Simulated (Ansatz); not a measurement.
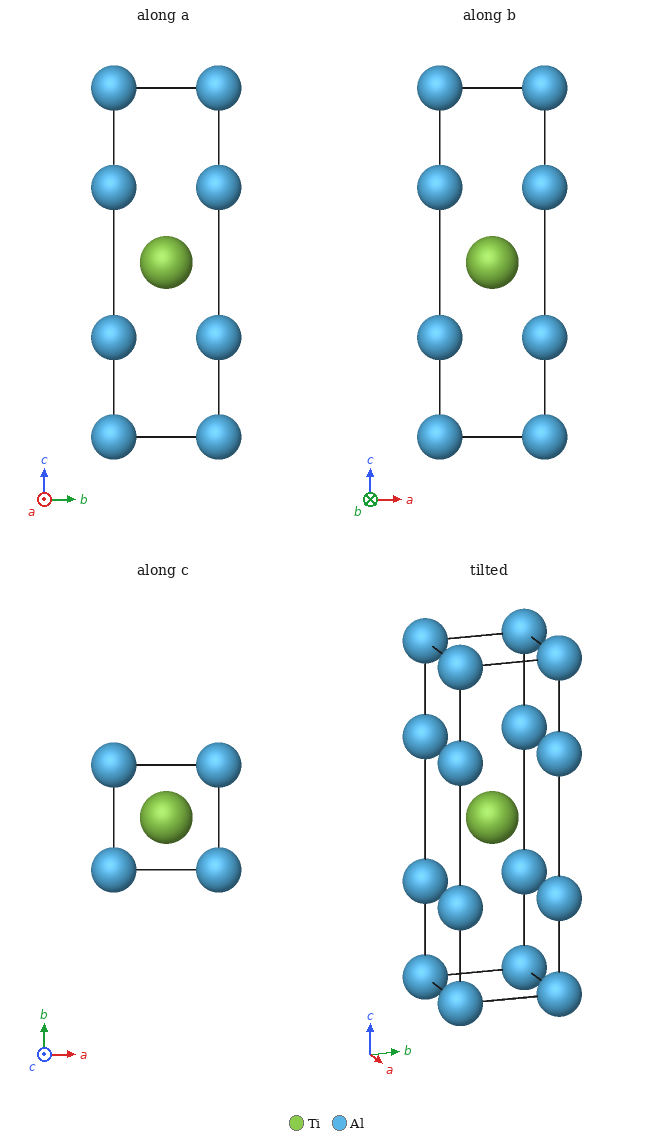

The crystal in a spheres-only representation, seen along the a axis, along the b axis, along the c axis and slightly off an axis. The box is the conventional unit cell; atoms on or close to its faces, edges and corners are drawn wherever they repeat.

Lattice parameters: a = 2.8020 Å, b = 2.8020 Å, c = 9.3177 Å, α = 90.000°, β = 90.000°, γ = 90.000°.

Express the structure as a CIF in P1 with every atom of the cell, with free fractional coordinates to two decimals.

Answer.
```cif
data_structure
_symmetry_space_group_name_H-M 'P 1'
_symmetry_Int_Tables_number 1
_cell_length_a 2.8020
_cell_length_b 2.8020
_cell_length_c 9.3177
_cell_angle_alpha 90.000
_cell_angle_beta 90.000
_cell_angle_gamma 90.000
_cell_volume 73.15
loop_
_atom_site_label
_atom_site_type_symbol
_atom_site_fract_x
_atom_site_fract_y
_atom_site_fract_z
_atom_site_occupancy
Ti1 Ti 0.50 0.50 0.50 1
Al1 Al 0.00 0.00 0.72 1
Al2 Al 0.00 0.00 0.28 1
Al3 Al 0.00 0.00 0.00 1
```

Its origin is a random cell made by a generator, so it need not be a real form of the compound. Earlier steps of the study may have refined or changed the cell and positions. Ansatz was used for an electronic-structure calculation on it.
